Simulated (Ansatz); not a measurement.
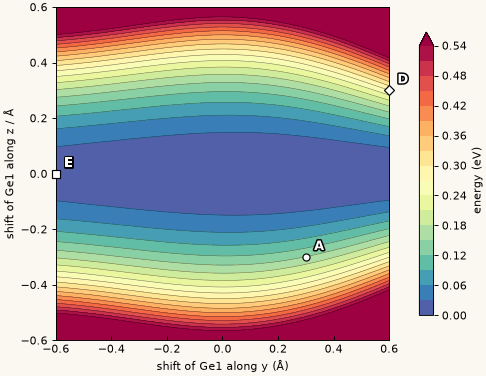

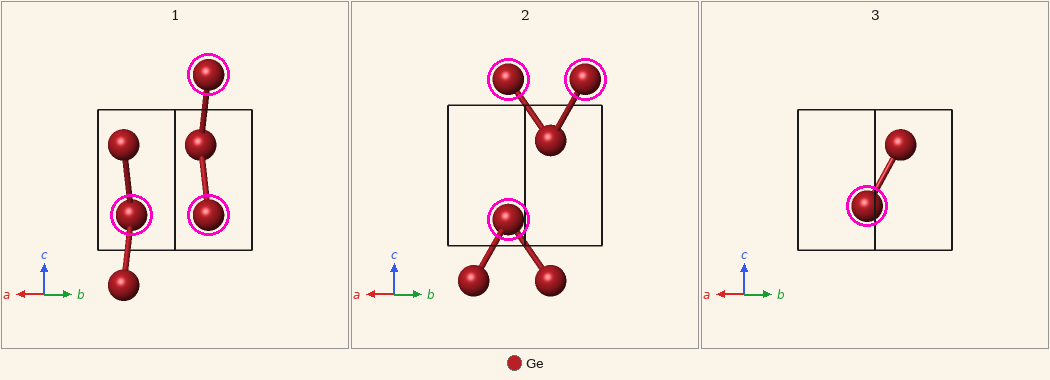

Ge (Cmcm, No. 63; 2 atoms in the cell). Atom Ge1 is moved over a plane while all other atoms and the cell stay fixed (its periodic images move with it) (x along [1 0 0], y along [0 1 0], z along [0 0 1] of the conventional cell). The first coordinate is: shift of Ge1 along y; the second: shift of Ge1 along z. The grid has 5 × 5 points; 15 points were computed and 10 follow by symmetry. Energies are in eV per cell, from the lowest grid point. The reference cell is the one listed in the database, not relaxed at this level. Computed with Ansatz, DFT PBEsol, scalar-relativistic, plane waves, PAW. Settings: cutoff 420 eV, k-mesh 18×18×10 in the order of the run's cell vectors, gaussian smearing 0.15 eV, no spin polarisation.

In the figure: filled contours, one colour for all values above the top of the scale, lettered points. Between grid points the surface is interpolated. The numbered pictures are the structures at these points, in random order. Rings mark the moved atoms.

Which structure belongs to which point?

Answer. A is structure 2: shift of Ge1 along y = 0.3 Å, shift of Ge1 along z = −0.3 Å, 0.15 eV; D is structure 3: shift of Ge1 along y = 0.6 Å, shift of Ge1 along z = 0.3 Å, 0.27 eV; E is structure 1: shift of Ge1 along y = −0.6 Å, shift of Ge1 along z = 0.0 Å, 0.013 eV.
